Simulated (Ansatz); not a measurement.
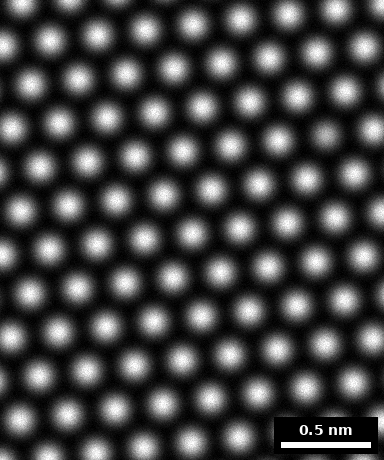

Z-contrast image of Mo (P6/mmm, No. 191) along [001]. Simulated incoherent Z contrast: every atom adds Z^1.6 spread by a probe of 1.30 Å full width; channelling and multiple scattering are left out. Shot noise was added.

The sample is 4 repeats (10.3 Å) thick. One point defect was put into the perfect crystal, without relaxing the atoms around it. Brightness is counted from the darkest point of the image. Host structure: the input geometry of an electronic-structure calculation (not necessarily at equilibrium); the starting structure was generated, so it need not be a known form of this composition.

Q: Where is the defect (in Å from the left and the top edge), and what does its contrast suggest?

A: At about 18 Å from the left and 8 Å from the top. The column is dimmer, which points to a vacancy or a lighter atom. The column holds 4 atoms (Mo) through the sample, and one Mo atom is missing, so its peak drops to about 75 % of that of its equals.
